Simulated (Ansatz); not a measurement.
Single-point calculation, with input and output: Sr₈Ti₈O₂₃ (charge +2)

- system: Sr₈Ti₈O₂₃ (defect cell, 39 atoms in the cell, total charge +2)
- method: DFT, PBEsol, plane waves, PAW, Ueff = 6 eV on Ti d, no spin polarisation (Ansatz 0.2.0)

The structure derives from a Materials Project entry.

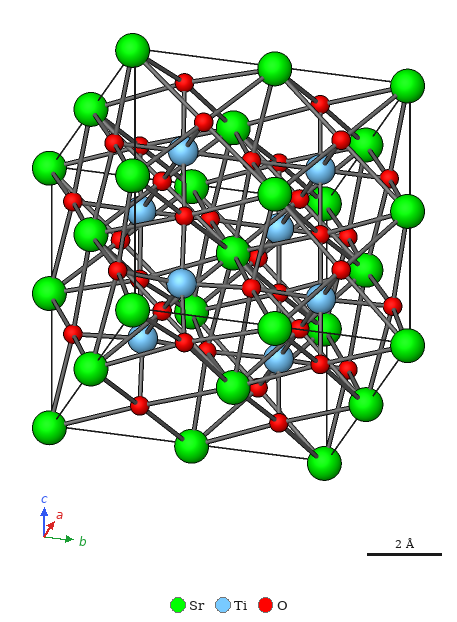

Fig. 1: The input geometry (ball-and-stick view of the cell of the calculation, seen at an oblique angle).

## Input file
```yaml
crystal:
  lattice:
    - [0.0, -7.7822504618, 0.0]
    - [0.0, 0.0, -7.7822504618]
    - [7.7822504618, 0.0, 0.0]
  atoms:
    - { symbol: Sr, position: [0.0, -0.0085980162, 0.5085980162] }
    - { symbol: Sr, position: [0.0, 0.5085980162, 0.5085980162] }
    - { symbol: Sr, position: [0.5, -0.0087770485, 0.5087770485] }
    - { symbol: Sr, position: [0.5, 0.5087770485, 0.5087770485] }
    - { symbol: Sr, position: [0.0, -0.0085980162, -0.0085980162] }
    - { symbol: Sr, position: [0.0, 0.5085980162, -0.0085980162] }
    - { symbol: Sr, position: [0.5, -0.0087770485, -0.0087770485] }
    - { symbol: Sr, position: [0.5, 0.5087770485, -0.0087770485] }
    - { symbol: Ti, position: [0.2664049851, 0.25, 0.25] }
    - { symbol: Ti, position: [0.2461167155, 0.75, 0.25] }
    - { symbol: Ti, position: [0.7335950149, 0.25, 0.25] }
    - { symbol: Ti, position: [0.7538832845, 0.75, 0.25] }
    - { symbol: Ti, position: [0.2461167155, 0.25, 0.75] }
    - { symbol: Ti, position: [0.2504188371, 0.75, 0.75] }
    - { symbol: Ti, position: [0.7538832845, 0.25, 0.75] }
    - { symbol: Ti, position: [0.7495811629, 0.75, 0.75] }
    - { symbol: O, position: [0.231237846, 0.25, 0.4932132012] }
    - { symbol: O, position: [0.0, 0.75, 0.25] }
    - { symbol: O, position: [0.5, 0.25, 0.25] }
    - { symbol: O, position: [0.5, 0.75, 0.25] }
    - { symbol: O, position: [0.0, 0.25, 0.75] }
    - { symbol: O, position: [0.0, 0.75, 0.75] }
    - { symbol: O, position: [0.5, 0.25, 0.75] }
    - { symbol: O, position: [0.5, 0.75, 0.75] }
    - { symbol: O, position: [0.231237846, 0.4932132012, 0.25] }
    - { symbol: O, position: [0.231237846, 1.0067867988, 0.25] }
    - { symbol: O, position: [0.768762154, 0.4932132012, 0.25] }
    - { symbol: O, position: [0.768762154, 1.0067867988, 0.25] }
    - { symbol: O, position: [0.2518231705, 0.4995364721, 0.75] }
    - { symbol: O, position: [0.2518231705, 1.0004635279, 0.75] }
    - { symbol: O, position: [0.7481768295, 0.4995364721, 0.75] }
    - { symbol: O, position: [0.7481768295, 1.0004635279, 0.75] }
    - { symbol: O, position: [0.231237846, 0.25, 0.0067867988] }
    - { symbol: O, position: [0.2518231705, 0.75, 0.0004635279] }
    - { symbol: O, position: [0.768762154, 0.25, 0.0067867988] }
    - { symbol: O, position: [0.7481768295, 0.75, 0.0004635279] }
    - { symbol: O, position: [0.2518231705, 0.75, 0.4995364721] }
    - { symbol: O, position: [0.768762154, 0.25, 0.4932132012] }
    - { symbol: O, position: [0.7481768295, 0.75, 0.4995364721] }
total_charge: 2
basis:
  ecutwfc: 420
  xc_grid: 3
kpoints:
  mp_grid: { grid: [1, 1, 1], shift: [0.5, 0.5, 0.5] }
hamiltonian:
  xc: pbesol
  hubbard: { sites: [{ species: Ti, l: d, u_eff: 6.0 }], double_counting: amf }
scf:
  occupations: { method: gaussian, width: 0.02 }
output:
  forces: true
  eigenvalues: true
```

Launch command:
```bash
ansatz run input.yaml --threads 8 --pin off --max-ram 20480MiB --backend cpu --events-out ev --progress --plain --runs-dir out
```

## What the program printed
```
Sr: projections on atomic orbitals take those of the free atom [Ar 3d10] 4s2 4p6 5s2, of charge +0.00 (hamiltonian.pseudopotentials.projection_atoms); the dataset's partial waves leave at most 2.8e-6 of an orbital's norm unspanned inside its sphere
Ti: projections on atomic orbitals take those of the free atom [Ne] 3s2 3p6 3d2 4s2, of charge +0.00 (hamiltonian.pseudopotentials.projection_atoms); the dataset's partial waves leave at most 4.1e-7 of an orbital's norm unspanned inside its sphere
O: projections on atomic orbitals take those of the free atom [He] 2s2 2p4, of charge +0.00 (hamiltonian.pseudopotentials.projection_atoms); the dataset's partial waves leave at most 1.9e-8 of an orbital's norm unspanned inside its sphere
Engine: ansatz 0.2.0, x86_64-unknown-linux-gnu
Pseudopotentials: kind: paw
Pseudopotential: Sr, paw, valence charge 10, recommended cutoff 420 eV (normal), Sr.paw.azcp
Pseudopotential: Ti, paw, valence charge 12, recommended cutoff 420 eV (normal), Ti.paw.azcp
Pseudopotential: O, paw, valence charge 6, recommended cutoff 420 eV (normal), O.paw.azcp
Functional definition: PBEsol
  exchange = pbesol_x
  correlation = pbesol_c
Crystal: 39 atoms, lattice volume = 471.320 Å³
Basis set: ecut = 420 eV, 9171 PW (Γ), exchange–correlation on 162×162×162 points (27 copies of the dense FFT grid, shifted against one another)
Bands: 195, of which v1, the nominal top of the filled ones, is band 156 counted from 1 (155 counted from 0)
Symmetry: 16 space group operations
Space group: P4/mmm (ITA 123), of the structure as read, at distance tolerance 7.8e-5 Å
k-points: 1
Non-local potential: Sr, projectors of the file, l = 0: 3, l = 1: 2, l = 2: 2
Non-local potential: Ti, projectors of the file, l = 0: 3, l = 1: 2, l = 2: 3, l = 3: 1
Non-local potential: O, projectors of the file, l = 0: 2, l = 1: 2, l = 2: 1
PAW form: soft (Blöchl's): semilocal exchange-correlation on the pseudo side does not see the compensation charge
PAW frozen core: Sr, regenerated for the run's functional, and the local potential with it (the file was generated under x = pbe(κ = 0.804, μ = 0.2195149727645171), c = pbe(β = 0.06672455060314922))
PAW frozen core: Ti, regenerated for the run's functional, and the local potential with it (the file was generated under x = pbe(κ = 0.804, μ = 0.2195149727645171), c = pbe(β = 0.06672455060314922))
PAW frozen core: O, regenerated for the run's functional, and the local potential with it (the file was generated under x = pbe(κ = 0.804, μ = 0.2195149727645171), c = pbe(β = 0.06672455060314922))
PAW one-centre angular grid: Sr, 110 points (default); XC on 64 Gauss nodes
PAW one-centre angular grid: Ti, 590 points (default); XC on 64 Gauss nodes
PAW one-centre angular grid: O, 110 points (default); XC on 64 Gauss nodes
Initial density: superposition of atomic densities (chi_scale 0.1, normalization cell, long waves of neutral atoms scaled as one to the charged cell's electrons under a Hubbard term (reshape's long-wave potential 0.03 eV rms, cloud 2.61 Å wide))
Initial wavefunctions: pseudopotential atomic-orbital guess
Functional: x = pbesol(κ = 0.804, μ = 0.12345679012345678), c = pbesol(β = 0.046)
SCF iter   1: F=—  HF=-60723.350940 eV  |F-HF|=—  |Δ(HF+E_count)|=         —  Δρ=5.15e-2  dr2=1.17e1  ethr=3.10e-3  ⟨swp⟩=9.0  Hψ=933  notcnv=0
preconditioner: auto → Resta (q_TF=auto, 2.547 Å⁻¹)  ε∞=5.2  [insulator: Δε(μ)=3.378 eV  Ē_g=12.655 eV  σ=0.020 eV  W_gap=1.00  n_scr=122 (ndim 8)  ℏωp=26.1 eV  f_vac=0.000  D(μ)=0.00/eV (n_scr^D=0)  ε∞_Penn≈5.2]
SCF iter   2: F=—  HF=-60722.086842 eV  |F-HF|=—  |Δ(HF+E_count)|=    1.26e0  Δρ=2.82e-2  dr2=4.11e0  ethr=3.10e-3  ⟨swp⟩=2.0  Hψ=304  notcnv=0  defer=35
SCF iter   3: F=—  HF=-60721.922299 eV  |F-HF|=—  |Δ(HF+E_count)|=   1.65e-1  Δρ=1.85e-2  dr2=1.45e0  ethr=1.32e-3  ⟨swp⟩=3.0  Hψ=309  notcnv=0  defer=35
SCF iter   4: F=—  HF=-60721.706676 eV  |F-HF|=—  |Δ(HF+E_count)|=   2.16e-1  Δρ=5.98e-3  dr2=1.69e-1  ethr=4.65e-4  ⟨swp⟩=3.0  Hψ=381  notcnv=0  defer=35
SCF iter   5: F=—  HF=-60721.705877 eV  |F-HF|=—  |Δ(HF+E_count)|=   7.99e-4  Δρ=2.06e-3  dr2=2.29e-2  ethr=5.42e-5  ⟨swp⟩=3.0  Hψ=236  notcnv=0  defer=35
SCF iter   6: F=—  HF=-60721.705758 eV  |F-HF|=—  |Δ(HF+E_count)|=   1.19e-4  Δρ=8.14e-4  dr2=4.09e-3  ethr=7.33e-6  ⟨swp⟩=2.0  Hψ=261  notcnv=0  defer=35
SCF iter   7: F=—  HF=-60721.706247 eV  |F-HF|=—  |Δ(HF+E_count)|=   4.90e-4  Δρ=5.02e-4  dr2=1.30e-3  ethr=1.31e-6  ⟨swp⟩=2.0  Hψ=280  notcnv=0  defer=35
SCF iter   8: F=—  HF=-60721.706258 eV  |F-HF|=—  |Δ(HF+E_count)|=   1.11e-5  Δρ=1.68e-4  dr2=1.41e-4  ethr=4.17e-7  ⟨swp⟩=2.0  Hψ=272  notcnv=0  defer=35
SCF iter   9: F=—  HF=-60721.706269 eV  |F-HF|=—  |Δ(HF+E_count)|=   1.07e-5  Δρ=7.38e-5  dr2=2.62e-5  ethr=4.50e-8  ⟨swp⟩=2.0  Hψ=276  notcnv=0  defer=35
SCF iter  10: F=—  HF=-60721.707277 eV  |F-HF|=—  |Δ(HF+E_count)|=   1.01e-3  Δρ=4.25e-5  dr2=7.63e-6  ethr=8.39e-9  ⟨swp⟩=2.0  Hψ=311  notcnv=0  defer=35
SCF iter  11: F=—  HF=-60721.707278 eV  |F-HF|=—  |Δ(HF+E_count)|=   1.46e-6  Δρ=1.82e-5  dr2=1.97e-6  ethr=2.45e-9  ⟨swp⟩=2.0  Hψ=308  notcnv=0  defer=35
SCF iter  12: F=-60721.707278 eV  HF=-60721.707278 eV  |F-HF|=3.38e-8  |Δ(HF+E_count)|=   9.81e-8  Δρ=4.03e-6  dr2=9.73e-8  ethr=3.21e-11  ⟨swp⟩=12.0  Hψ=1218  notcnv=0
SCF 1 converged in 12 iterations: F = -60721.707278 eV  dr2 = 9.73e-8
  greatest PAW one-centre occupation: 0.999 electrons in one spin orbital (limit 2), on the Ti atom at site 13 (counted from 0), in its partial waves of l = 0
```

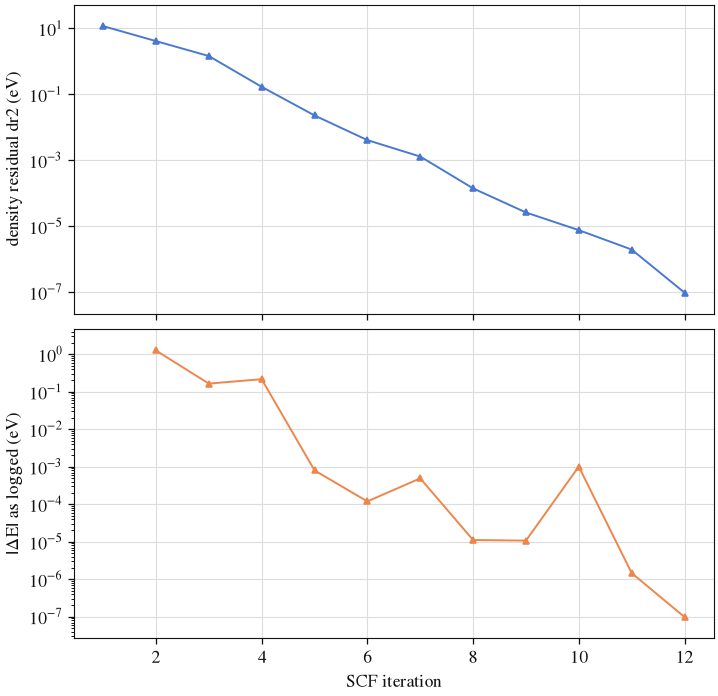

Fig. 2: Convergence of the self-consistent field: density residual dr2 and size of the energy change against the SCF iteration. The residual falls at every step.

```
SCF converged after 12 iterations
Free energy (F): -60721.707278 eV
Harris-Foulkes:  -60721.707278 eV  (|F-HF|=3.38e-8)
Internal energy: -60721.707278 eV  (E = F + TS)
E sigma→0 (E₀):  -60721.707278 eV
Fermi energy:    11.036735 eV
--- Per-component energies (eV) ---
  E_band       = -1692.304515
  E_kinetic    = 8159.615332
  E_local      = -19163.560563  (includes V_loc(G=0)·N_el)
  E_nonlocal   = 2761.306893
  E_hartree    = 6733.893951
  E_xc         = -3835.632407
  E_vxc        = -4432.744698  (∫ρ·V_xc dr)
  E_hubbard    = -1.308269  (on-site DFT+U / exact-exchange correction)
  E_vhub       = -2.616464  (the Hubbard potential's part of the band-sum identity)
  E_paw        = -32815.362201  (= ΣΔE_a)
  E_vpaw       = -2482.166665  (= ΣTr[D̂ρ^β])
  E_aug_tail   = 0.057628  (compensation charges beyond the density's cutoff)
  E_ewald      = -22563.719120
  E_core_change = 3.001476  (= ΣΔE_core)
  E_smearing   = -0.000000  (= −TS)
  E_closure    = -0.000000  (closes the sum)
  E_deformation_potential = 41.236719  (in the stress; not in F)
  Σ components = -60721.707278   (vs F -60721.707278, Δ=0.00e0)
DFT+U double counting: amf (around mean field; hamiltonian.hubbard.double_counting)
--- Forces (eV/Å), atoms counted from 1 ---
  atom   1  Sr     0.03163502    -0.00000000     0.03163502
  atom   2  Sr     0.03163502     0.00000000    -0.03163502
  atom   3  Sr     0.02197940     0.00000000     0.02197940
  atom   4  Sr     0.02197940    -0.00000000    -0.02197940
  atom   5  Sr    -0.03163502    -0.00000000     0.03163502
  atom   6  Sr    -0.03163502    -0.00000000    -0.03163502
  atom   7  Sr    -0.02197940    -0.00000000     0.02197940
  atom   8  Sr    -0.02197940     0.00000000    -0.02197940
  atom   9  Ti     0.00000000     1.26980284    -0.00000000
  atom  10  Ti     0.00000000     0.34666544     0.00000000
  atom  11  Ti     0.00000000    -1.26980284    -0.00000000
  atom  12  Ti     0.00000000    -0.34666544     0.00000000
  atom  13  Ti     0.00000000     0.34666544     0.00000000
  atom  14  Ti     0.00000000    -0.18278897    -0.00000000
  atom  15  Ti     0.00000000    -0.34666544     0.00000000
  atom  16  Ti     0.00000000     0.18278897    -0.00000000
  atom  17  O     -0.06752049    -0.50836243     0.00000000
  atom  18  O      0.00000000     0.00000000     0.00000000
  atom  19  O      0.00000000     0.00000000     0.00000000
  atom  20  O      0.00000000    -0.00000000     0.00000000
  atom  21  O     -0.00000000    -0.00000000     0.00000000
  atom  22  O      0.00000000     0.00000000     0.00000000
  atom  23  O     -0.00000000     0.00000000     0.00000000
  atom  24  O      0.00000000     0.00000000     0.00000000
  atom  25  O      0.00000000    -0.50836243     0.06752049
  atom  26  O      0.00000000    -0.50836243    -0.06752049
  atom  27  O      0.00000000     0.50836243     0.06752049
  atom  28  O      0.00000000     0.50836243    -0.06752049
  atom  29  O      0.00000000     0.09598030     0.00293663
  atom  30  O      0.00000000     0.09598030    -0.00293663
  atom  31  O      0.00000000    -0.09598030     0.00293663
  atom  32  O      0.00000000    -0.09598030    -0.00293663
  atom  33  O      0.06752049    -0.50836243    -0.00000000
  atom  34  O      0.00293663     0.09598030    -0.00000000
  atom  35  O      0.06752049     0.50836243    -0.00000000
  atom  36  O      0.00293663    -0.09598030     0.00000000
  atom  37  O     -0.00293663     0.09598030    -0.00000000
  atom  38  O     -0.06752049     0.50836243    -0.00000000
  atom  39  O     -0.00293663    -0.09598030     0.00000000
  max |Σ_I F_I| component: 2.36e-16 eV/Å
--- Band table (eV) ---
  k-point 0: bands = ["-46.3642", "-46.3622", "-46.1167", "-46.1167", "-46.1163", "-46.1163", "-45.9921", "-45.9920", "-23.0917", "-22.9984", "-22.7458", "-22.7458", "-22.7275", "-22.7275", "-22.6799", "-22.6414", "-22.6414", "-22.6408", "-22.5628", "-22.5628", "-22.5554", "-22.5453", "-22.5270", "-22.5263", "-22.5262", "-22.5254", "-22.5234", "-22.5234", "-22.5066", "-22.5022", "-22.4663", "-22.4521", "-22.4521", "-22.4293", "-22.4127", "-22.4127", "-22.3233", "-22.3147", "-22.3147", "-22.3144",
      "-7.8463", "-7.3363", "-7.2919", "-7.1867", "-7.1867", "-7.1103", "-7.1103", "-6.9983", "-6.9091", "-6.6158", "-6.5927", "-6.5503", "-6.5503", "-6.5252", "-6.5178", "-6.4861", "-6.4200", "-6.4183", "-6.4183", "-6.4038", "-6.4038", "-6.3897", "-6.3897", "-4.7226", "-4.7093", "-4.7093", "-4.6521", "-4.6310", "-4.6052", "-4.6011", "-4.6011", "-4.5127", "-4.4835", "-4.4683", "-4.4683", "-4.4135", "-4.3809", "-4.3809", "-4.3140", "-4.2404",
      "-4.1797", "-4.1064", "-4.1064", "-4.0805", "-4.0638", "-4.0638", "-4.0415", "5.1409", "5.6294", "5.6294", "5.7145", "5.7543", "5.8083", "5.9477", "5.9477", "6.0474", "6.1273", "6.1418", "6.1418", "6.2392", "6.3234", "6.3234", "6.3688", "6.3932", "6.4340", "6.4617", "6.4617", "6.4662", "6.5078", "6.5078", "6.5227", "6.5227", "6.5771", "6.7910", "6.8130", "6.8616", "6.9036", "6.9443", "6.9700", "6.9700",
      "6.9869", "6.9869", "7.0015", "7.0289", "7.1114", "7.1114", "7.1377", "7.1377", "7.1446", "7.1682", "7.1732", "7.2088", "7.7020", "7.7020", "8.5154", "8.5752", "8.6059", "8.6059", "8.8334", "8.8469", "8.8469", "8.8954", "8.9317", "8.9317", "8.9533", "9.0098", "9.0185", "9.0433", "9.0845", "9.0845", "9.0962", "9.0962", "9.1672", "9.2976", "9.3323", "9.3716", "12.7019", "12.8161", "12.8161", "13.1361",
      "13.5061", "13.5693", "13.5770", "13.5987", "13.5989", "13.6061", "13.6061", "13.6067", "13.6067", "13.6698", "13.7077", "13.7077", "13.7107", "13.7107", "13.7173", "13.7194", "13.7500", "13.7603", "13.8427", "13.8427", "14.1940", "14.2078", "15.8249", "15.8249", "16.0507", "16.0507", "16.1766", "16.1766", "16.2319", "16.2319", "16.2530", "16.2578", "16.2691", "16.2700", "16.3241"]
Occupation matrices written to [file]
```

## Key numbers

| quantity | value |
| --- | --- |
| outcome | converged |
| electrons treated | 312 |
| free energy | −60721.7073 eV |
| Fermi energy | 11.037 eV |
| gap on the k-point mesh | 3.33 eV |
| largest force (length of the vector) | 1.270 eV/Å |
| hardware | 8 threads of Intel Xeon @ 2.70GHz, 189 GiB of memory available, shared host |
| wall time | 5.2 s (CPU time 23 s) |
| peak memory | 0.99 GiB |

## Remarks

Settings chosen away from the usual ones: hamiltonian.hubbard set to {"sites": [{"species": "Ti", "l": "d", "u_eff": 6.0}], "double_counting": "amf"}; kpoints.mp_grid.grid set to [1, 1, 1] (from [2, 2, 2]); basis.xc_grid set to 3 (from 2). These settings are looser than, or depart from, a standard set-up, so the numbers are not reference values for this system.
